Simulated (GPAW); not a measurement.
Input of the run:

```python
from ase import Atoms
from ase.dft.bandgap import bandgap
from ase.io import write
from gpaw import GPAW

atoms = Atoms(['C', 'C', 'C', 'C', 'C', 'C', 'C', 'C'],
              cell=[[2.5221, 0.0, 0.0],
                    [-1.26105, 2.1842026709, 0.0],
                    [0.0, 0.0, 8.2371]],
              scaled_positions=[[0.6666666667, 0.3333333333, 0.84375],
                                [0.3333333333, 0.6666666667, 0.34375],
                                [0.6666666667, 0.3333333333, 0.65625],
                                [0.3333333333, 0.6666666667, 0.15625],
                                [0.0, 0.0, 0.90625],
                                [0.0, 0.0, 0.40625],
                                [0.0, 0.0, 0.59375],
                                [0.0, 0.0, 0.09375]],
              pbc=True)

calc = GPAW(mode='fd',
            h=0.16,
            xc='PBE',
            kpts={'size': (7, 7, 2), 'gamma': True},
            occupations={'name': 'fermi-dirac', 'width': 0.05},
            nbands=32,
            convergence={'density': 1e-05, 'energy': 1e-05},
            maxiter=150,
            txt='gpaw.txt')
atoms.calc = calc
energy = atoms.get_potential_energy()
forces = atoms.get_forces()
calc.write('gs.gpw')
write('result.traj', atoms)
print(f'Energy: {energy:.6f} eV')
print('Forces (eV/A):')
print(forces.round(4))
print('Fermi level:', round(calc.get_fermi_level(), 4), 'eV')
print(f'Gap: {bandgap(calc)[0]:.4f} eV, direct: {bandgap(calc, direct=True)[0]:.4f} eV')

path = atoms.cell.bandpath('GMKGALHA,LM,KH', npoints=80, eps=1e-4)
bs_calc = calc.fixed_density(kpts=path, symmetry='off', nbands=46,
                             convergence={'bands': 'CBM+6.0', 'eigenstates': 1e-6}, txt='bands.txt')
bs = bs_calc.band_structure()
bs.write('bs.json')
print(f'Gap on the path: {bandgap(bs_calc)[0]:.4f} eV')
```

System: C, space group P6_3/mmc, 8 atoms in the cell.

Method: PBE, GPAW PAW data sets (gpaw-data 1.2.1), no spin polarisation, no spin-orbit coupling, 7×7×2 k mesh (GPAW 26.7.0).

What will the band structure look like? The path is Γ–M–K–Γ–A–L–H–A|L–M|K–H.

The material is gapped. The gap along this path is 4.43 eV and indirect, from the valence-band top at Γ to the conduction-band bottom between Γ and M; the smallest direct gap is 5.18 eV, at Γ. At M the lowest conduction band lies only 0.05 eV higher. Two bands meet at the valence-band top at Γ: it is doubly degenerate (spin aside). The top valence band spans 5.1 eV and the lowest conduction band 2.5 eV. The direct gaps are 5.18 eV at Γ, 10.30 eV at K and 10.33 eV at H.

The k mesh is coarse. LDA, GGA and most meta-GGA functionals understate gaps. This is a hexagonal form of diamond, not graphite.

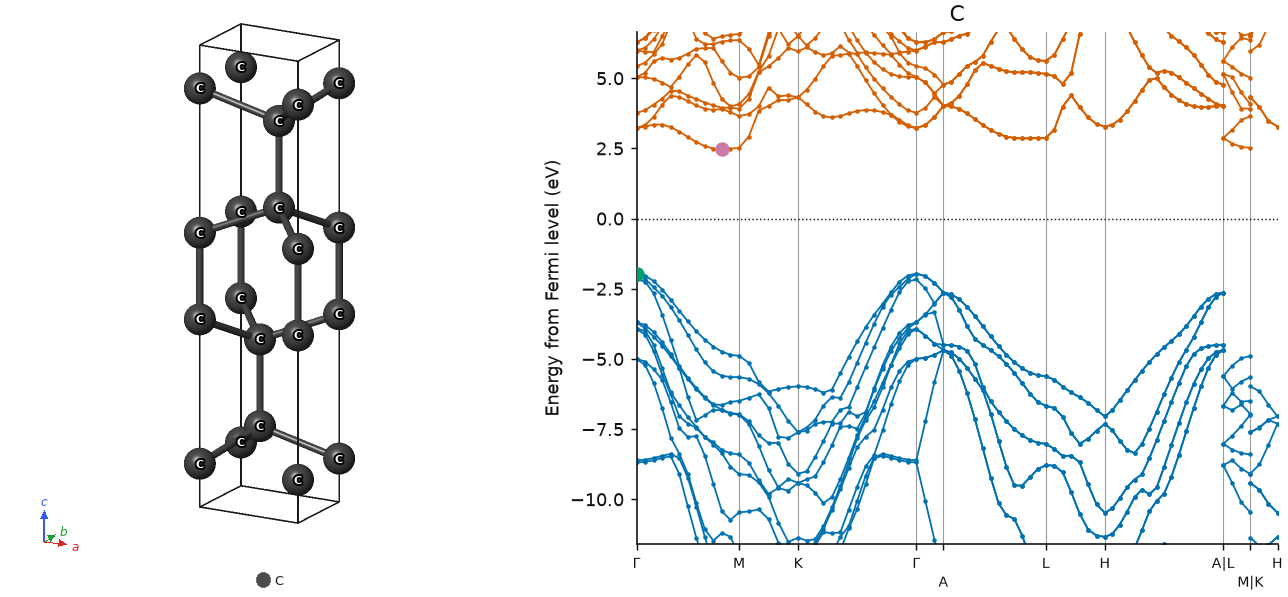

Band structure, beside the structure. Energies are counted from the Fermi level.
